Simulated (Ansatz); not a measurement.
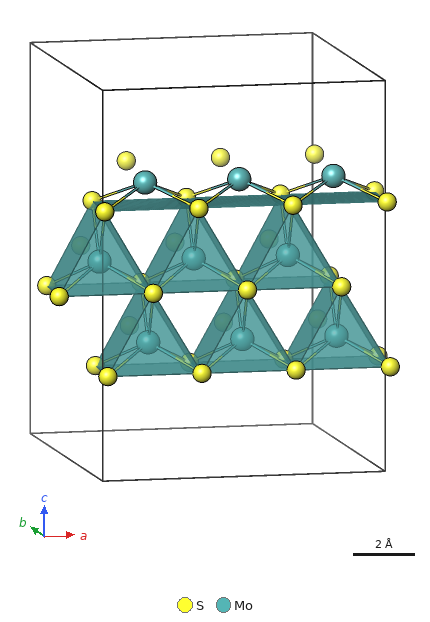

**Figure 1.** The input geometry (polyhedral view of the 3 × 1 repeat of the cell, with the vacuum cut short, seen slightly off an axis; polyhedra are completed across the faces of the cell). An atom can appear more than once, as a periodic image.

Single-point calculation, with input and output: MoS₂

System: MoS₂ (slab, 9 atoms in the cell).
Method: DFT, PBEsol, plane waves, PAW, no spin polarisation (Ansatz 0.2.0).

The structure derives from an entry of the Crystallography Open Database. Some settings of this run were made unusual or wrong on purpose.

**Input**
```yaml
crystal:
  lattice:
    - [3.1431208285, 0.0, 0.0]
    - [-1.5715604142, 6.3484651024, 0.0]
    - [0.0, 0.0, 23.5089153959]
  atoms:
    - { symbol: S, position: [0.1419093188, 0.2838186376, 0.3615649577] }
    - { symbol: S, position: [0.8989910965, 0.797982193, 0.3805106088] }
    - { symbol: Mo, position: [0.5306428733, 0.0612857467, 0.4092387826] }
    - { symbol: S, position: [0.6725497373, 0.3450994746, 0.4761630875] }
    - { symbol: S, position: [0.429631515, 0.85926303, 0.4951087386] }
    - { symbol: Mo, position: [0.0614512471, 0.1229821267, 0.5247892217] }
    - { symbol: S, position: [0.2059532639, 0.4121474161, 0.5927574302] }
    - { symbol: S, position: [0.9590953567, 0.9183466466, 0.6120948411] }
    - { symbol: Mo, position: [0.5909649893, 0.1821150683, 0.6334836074] }
basis:
  ecutwfc: 420
kpoints:
  mp_grid: { grid: [9, 3, 2] }
hamiltonian:
  xc: pbesol
scf:
  occupations: { method: gaussian, width: 0.05 }
  max_iter: 75
output:
  forces: true
  eigenvalues: true
efield:
  axis: 3
  dipole_correction: true
  ramp_width: 0.04
```

Launched with:
```bash
ansatz run input.yaml --threads 2 --pin off --max-ram 5120MiB --backend cpu --events-out ev --progress --plain --runs-dir out
```

**The program's output**
```
Engine: ansatz 0.2.0, x86_64-unknown-linux-gnu
Pseudopotentials: kind: paw
Pseudopotential: S, paw, valence charge 6, recommended cutoff 420 eV (normal), S.paw.azcp
Pseudopotential: Mo, paw, valence charge 14, recommended cutoff 420 eV (normal), Mo.paw.azcp
Functional definition: PBEsol
  exchange = pbesol_x
  correlation = pbesol_c
Crystal: 9 atoms, lattice volume = 469.097 Å³
Basis set: ecut = 420 eV, 9139 PW (Γ), exchange–correlation on 48×90×320 points (8 copies of the dense FFT grid, shifted against one another)
Bands: 48, of which v1, the nominal top of the filled ones, is band 39 counted from 1 (38 counted from 0)
Symmetry: 1 space group operations
Space group: P1 (ITA 1), of the structure as read, at distance tolerance 7.8e-5 Å
k-points: 28 of 54 (time reversal used)
Non-local potential: S, projectors of the file, l = 0: 2, l = 1: 2, l = 2: 2
Non-local potential: Mo, projectors of the file, l = 0: 3, l = 1: 2, l = 2: 2, l = 3: 1
PAW form: soft (Blöchl's): semilocal exchange-correlation on the pseudo side does not see the compensation charge
PAW frozen core: S, regenerated for the run's functional, and the local potential with it (the file was generated under x = pbe(κ = 0.804, μ = 0.2195149727645171), c = pbe(β = 0.06672455060314922))
PAW frozen core: Mo, regenerated for the run's functional, and the local potential with it (the file was generated under x = pbe(κ = 0.804, μ = 0.2195149727645171), c = pbe(β = 0.06672455060314922))
PAW one-centre angular grid: S, 110 points (default); XC on 64 Gauss nodes
PAW one-centre angular grid: Mo, 590 points (default); XC on 64 Gauss nodes
Initial density: superposition of atomic densities (neutral atoms: chi_scale 0, normalization atom), corrected by the library's trained network
Initial wavefunctions: pseudopotential atomic-orbital guess
Functional: x = pbesol(κ = 0.804, μ = 0.12345679012345678), c = pbesol(β = 0.046)
SCF iter   1: F=—  HF=-20005.708615 eV  |F-HF|=—  |Δ(HF+E_count)|=         —  Δρ=6.84e-3  dr2=1.43e0  ethr=1.77e-3  p=0.232 e·Å  D=8.96e-2 V/Å  ΔV_dip=-2.11 eV  dr2_dipole=4.98e-1  V_vac-E_F(+/−)=3.71/5.81 eV  ⟨swp⟩=8.6  Hψ=6413  notcnv=0  defer=9
efield: sawtooth ramp at fractional position 0.9775 (placed from the atoms, in the widest stretch of the axis that holds none; the zero of the levels goes with the place), width 0.0400; the density the first Hamiltonian is built on has a dipole p = 0.232 e·Å; the dipole correction subtracts the counter field D = 8.96e-2 V/Å, which shifts the + side's vacuum level by -2.11 eV against the − side's; the planar-averaged density in the ramp window peaks in size at 4.6e-6 e/Å³
preconditioner: auto → LDOS  [metal: Δε(μ)=0.031 eV  Ē_g=7.066 eV  σ=0.050 eV  W_gap=0.33  n_scr=46 (ndim 8)  ℏωp=12.6 eV  f_vac=0.597  D(μ)=5.59/eV (n_scr^D=28)  β→1.0]
SCF iter   2: F=—  HF=-20005.847345 eV  |F-HF|=—  |Δ(HF+E_count)|=   1.39e-1  Δρ=1.34e-2  dr2=1.06e1  ethr=1.77e-3  p=0.322 e·Å  D=1.24e-1 V/Å  ΔV_dip=-2.92 eV  dr2_dipole=4.42e0  V_vac-E_F(+/−)=3.74/6.66 eV  ⟨swp⟩=2.1  Hψ=1838  notcnv=0  defer=66  recentre
SCF iter   3: F=—  HF=-20005.671915 eV  |F-HF|=—  |Δ(HF+E_count)|=   1.75e-1  Δρ=4.13e-3  dr2=7.09e-1  ethr=1.77e-3  p=0.246 e·Å  D=9.49e-2 V/Å  ΔV_dip=-2.23 eV  dr2_dipole=2.57e-1  V_vac-E_F(+/−)=3.78/6.01 eV  ⟨swp⟩=2.0  Hψ=1659  notcnv=0  defer=66
SCF iter   4: F=—  HF=-20005.654646 eV  |F-HF|=—  |Δ(HF+E_count)|=   1.73e-2  Δρ=6.76e-4  dr2=1.05e-2  ethr=9.09e-4  p=0.258 e·Å  D=9.95e-2 V/Å  ΔV_dip=-2.34 eV  dr2_dipole=8.85e-4  V_vac-E_F(+/−)=3.88/6.22 eV  ⟨swp⟩=1.1  Hψ=1570  notcnv=0  defer=26
SCF iter   5: F=—  HF=-20005.653856 eV  |F-HF|=—  |Δ(HF+E_count)|=   7.90e-4  Δρ=5.40e-4  dr2=1.17e-2  ethr=1.34e-5  p=0.257 e·Å  D=9.90e-2 V/Å  ΔV_dip=-2.33 eV  dr2_dipole=5.71e-3  V_vac-E_F(+/−)=3.93/6.26 eV  ⟨swp⟩=2.2  Hψ=1975  notcnv=0  defer=62
SCF iter   6: F=—  HF=-20005.653730 eV  |F-HF|=—  |Δ(HF+E_count)|=   1.26e-4  Δρ=2.14e-4  dr2=9.53e-4  ethr=1.34e-5  p=0.251 e·Å  D=9.66e-2 V/Å  ΔV_dip=-2.27 eV  dr2_dipole=2.72e-4  V_vac-E_F(+/−)=3.98/6.25 eV  ⟨swp⟩=1.2  Hψ=1303  notcnv=0  defer=62
SCF iter   7: F=—  HF=-20005.653704 eV  |F-HF|=—  |Δ(HF+E_count)|=   2.61e-5  Δρ=1.41e-4  dr2=7.20e-4  ethr=1.22e-6  p=0.247 e·Å  D=9.53e-2 V/Å  ΔV_dip=-2.24 eV  dr2_dipole=1.97e-4  V_vac-E_F(+/−)=4.01/6.25 eV  ⟨swp⟩=1.5  Hψ=1444  notcnv=0  defer=62
SCF iter   8: F=—  HF=-20005.653708 eV  |F-HF|=—  |Δ(HF+E_count)|=   4.14e-6  Δρ=7.95e-5  dr2=2.63e-4  ethr=9.23e-7  p=0.246 e·Å  D=9.49e-2 V/Å  ΔV_dip=-2.23 eV  dr2_dipole=8.02e-5  V_vac-E_F(+/−)=4.02/6.25 eV  ⟨swp⟩=1.0  Hψ=1282  notcnv=0  defer=62
SCF iter   9: F=—  HF=-20005.653704 eV  |F-HF|=—  |Δ(HF+E_count)|=   4.15e-6  Δρ=2.66e-5  dr2=1.41e-5  ethr=3.38e-7  p=0.245 e·Å  D=9.47e-2 V/Å  ΔV_dip=-2.23 eV  dr2_dipole=2.46e-6  V_vac-E_F(+/−)=4.02/6.25 eV  ⟨swp⟩=1.0  Hψ=1283  notcnv=0  defer=62
SCF iter  10: F=—  HF=-20005.653755 eV  |F-HF|=—  |Δ(HF+E_count)|=   5.12e-5  Δρ=1.17e-5  dr2=3.27e-6  ethr=1.80e-8  p=0.245 e·Å  D=9.45e-2 V/Å  ΔV_dip=-2.22 eV  dr2_dipole=8.90e-7  V_vac-E_F(+/−)=4.03/6.25 eV  ⟨swp⟩=2.1  Hψ=1495  notcnv=0  defer=62
SCF iter  11: F=—  HF=-20005.653755 eV  |F-HF|=—  |Δ(HF+E_count)|=   1.50e-7  Δρ=7.13e-6  dr2=1.22e-6  ethr=4.19e-9  p=0.245 e·Å  D=9.45e-2 V/Å  ΔV_dip=-2.22 eV  dr2_dipole=3.31e-7  V_vac-E_F(+/−)=4.03/6.25 eV  ⟨swp⟩=1.2  Hψ=1300  notcnv=0  defer=62
SCF iter  12: F=-20005.653755 eV  HF=-20005.653755 eV  |F-HF|=2.71e-9  |Δ(HF+E_count)|=   3.80e-8  Δρ=2.48e-6  dr2=5.93e-8  ethr=1.28e-10  p=0.245 e·Å  D=9.45e-2 V/Å  ΔV_dip=-2.22 eV  dr2_dipole=2.91e-9  V_vac-E_F(+/−)=4.03/6.25 eV  ⟨swp⟩=11.7  Hψ=6489  notcnv=0
SCF 1 converged in 12 iterations: F = -20005.653755 eV  dr2 = 5.93e-8
  greatest PAW one-centre occupation: 0.999 electrons in one spin orbital (limit 2), on the Mo atom at site 8 (counted from 0), in its partial waves of l = 0
```

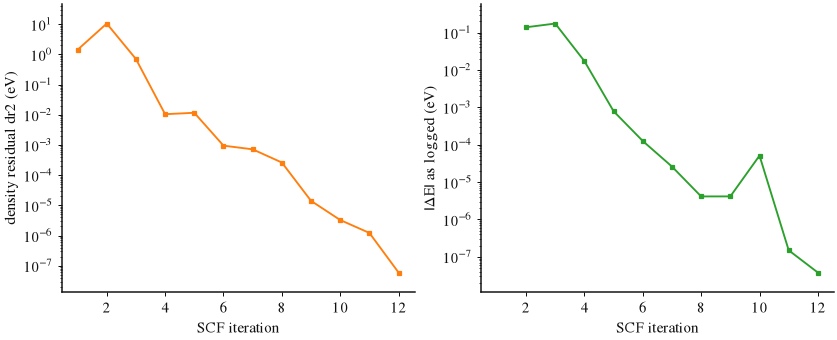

**Figure 2.** Convergence of the self-consistent field: density residual dr2 and size of the energy change against the SCF iteration. The residual comes down, with one marked jump up, by a factor of about 7, at step 2.

```
SCF converged after 12 iterations
Free energy (F): -20005.653755 eV
Harris-Foulkes:  -20005.653755 eV  (|F-HF|=2.71e-9)
Internal energy: -20005.641466 eV  (E = F + TS)
E sigma→0 (E₀):  -20005.647611 eV
Entropy (-TS):   -0.012289 eV (-1.365 meV/atom)
Fermi energy:    0.241219 eV
Dipole field:    D = 0.094585 V/Å  (p = 0.245202 e·Å, saw-weighted, corrected)
Work function:   Φ+ = 4.0259 eV   Φ− = 6.2495 eV
Levels:          The Fermi level and band energies are counted from a zero that moves with the ramp; work functions are not
--- Per-component energies (eV) ---
  E_band       = -1266.376949
  E_kinetic    = 1960.511923
  E_local      = -53820.914522  (includes V_loc(G=0)·N_el)
  E_nonlocal   = 606.563977
  E_hartree    = 25829.252743
  E_xc         = -1120.433712
  E_vxc        = -1204.863015  (∫ρ·V_xc dr)
  E_paw        = -12936.080153  (= ΣΔE_a)
  E_vpaw       = -464.755386  (= ΣTr[D̂ρ^β])
  E_aug_tail   = 0.000102  (compensation charges beyond the density's cutoff)
  E_efield     = 0.011596  (sawtooth field / dipole correction)
  E_vefield    = -1.416509  (∫n·V_field dr)
  E_ewald      = 19474.446986
  E_core_change = 0.999594  (= ΣΔE_core)
  E_smearing   = -0.012289  (= −TS)
  E_closure    = 0.000000  (closes the sum)
  Σ components = -20005.653755   (vs F -20005.653755, Δ=0.00e0)
--- Forces (eV/Å), atoms counted from 1 ---
  atom   1  S     -0.00673617    -0.54373894     0.20996404
  atom   2  S      0.00057619     0.53519289    -0.05848247
  atom   3  Mo     0.00989749    -0.03054800    -0.16112355
  atom   4  S     -0.00328534    -0.18987733    -0.01363889
  atom   5  S      0.00227201     0.23825677     0.01361884
  atom   6  Mo    -0.00203246    -0.01723037     0.00594991
  atom   7  S     -0.00204780    -0.01390839     0.01730849
  atom   8  S     -0.00215369     0.02518123     0.00353548
  atom   9  Mo     0.00350950    -0.00333253    -0.01719942
  max |Σ_I F_I| component: 6.76e-5 eV/Å
--- Band table (eV; the first three rows and the last of 28) ---
  k-point 0: bands = ["-61.0246", "-60.9513", "-60.8430", "-35.3263", "-35.2036", "-35.1389", "-35.0818", "-35.0694", "-34.9963", "-34.9894", "-34.9497", "-34.7272", "-14.2882", "-13.4238", "-12.9205", "-12.5469", "-12.1835", "-11.3009", "-6.2692", "-5.7251", "-5.0750", "-4.6396", "-4.5817", "-3.6767", "-3.4685", "-3.3374", "-2.6972", "-2.6542", "-2.5743", "-1.7503", "-1.6995", "-1.6483", "-1.5891", "-1.1368", "-0.7876", "-0.7377", "-0.5919", "-0.5324", "0.0707", "0.2107", "0.4902", "1.8102", "2.0509", "2.2347", "2.3138", "2.9146", "3.0134", "3.1327"]
  k-point 1: bands = ["-61.0246", "-60.9513", "-60.8430", "-35.3263", "-35.2036", "-35.1389", "-35.0818", "-35.0694", "-34.9963", "-34.9894", "-34.9497", "-34.7272", "-14.2882", "-13.4238", "-12.9205", "-12.5469", "-12.1835", "-11.3009", "-6.2692", "-5.7251", "-5.0750", "-4.6396", "-4.5817", "-3.6767", "-3.4685", "-3.3374", "-2.6972", "-2.6542", "-2.5743", "-1.7503", "-1.6995", "-1.6483", "-1.5891", "-1.1368", "-0.7876", "-0.7377", "-0.5919", "-0.5324", "0.0707", "0.2107", "0.4902", "1.8102", "2.0509", "2.2347", "2.3138", "2.9146", "3.0134", "3.1327"]
  k-point 2: bands = ["-61.0246", "-60.9513", "-60.8430", "-35.3263", "-35.2036", "-35.1389", "-35.0818", "-35.0694", "-34.9963", "-34.9894", "-34.9497", "-34.7272", "-14.1474", "-13.3147", "-13.1404", "-12.6807", "-12.0875", "-11.4625", "-5.8341", "-5.4558", "-4.9197", "-4.6898", "-4.2764", "-3.7134", "-3.5796", "-3.4316", "-2.6683", "-2.6260", "-2.5880", "-2.5704", "-2.0936", "-1.7308", "-1.7005", "-1.4531", "-0.9862", "-0.5976", "-0.4012", "-0.1309", "0.0758", "0.1569", "0.4121", "1.7111", "2.2420", "2.3041", "2.4867", "2.6859", "2.9168", "3.2204"]
  k-point 27: bands = ["-60.9978", "-60.9332", "-60.8226", "-35.3864", "-35.3660", "-35.1391", "-35.1334", "-35.1118", "-35.0462", "-35.0032", "-34.9824", "-34.9582", "-12.7664", "-12.6923", "-12.4505", "-12.2530", "-11.2100", "-11.0995", "-5.9567", "-5.7109", "-5.3373", "-4.8404", "-4.6414", "-4.5584", "-4.1603", "-3.9859", "-3.8223", "-3.3889", "-3.1852", "-2.7474", "-2.5339", "-2.2979", "-2.0941", "-1.8780", "-1.3987", "-1.0562", "-0.2470", "0.2401", "0.2742", "0.4954", "0.7143", "1.3889", "2.1105", "2.3659", "2.4796", "2.9228", "3.1619", "3.6694"]
```

**What the run reported**

| quantity | value |
| --- | --- |
| outcome | converged |
| electrons treated | 78 |
| free energy | −20005.6538 eV |
| Fermi energy | 0.241 eV |
| gap on the k-point mesh | none (metallic) |
| largest force (length of the vector) | 0.583 eV/Å |
| hardware | 2 threads of Intel Xeon (Sapphire Rapids), 192 GiB of memory available, shared host |
| wall time | 20 s (CPU time 40 s) |
| peak memory | 0.91 GiB |

This input holds a deliberate fault: a mesh that breaks the symmetry (`kpoints.mp_grid.grid`). The run converged; whether the setting changed the result can't be told without a sound run beside it.
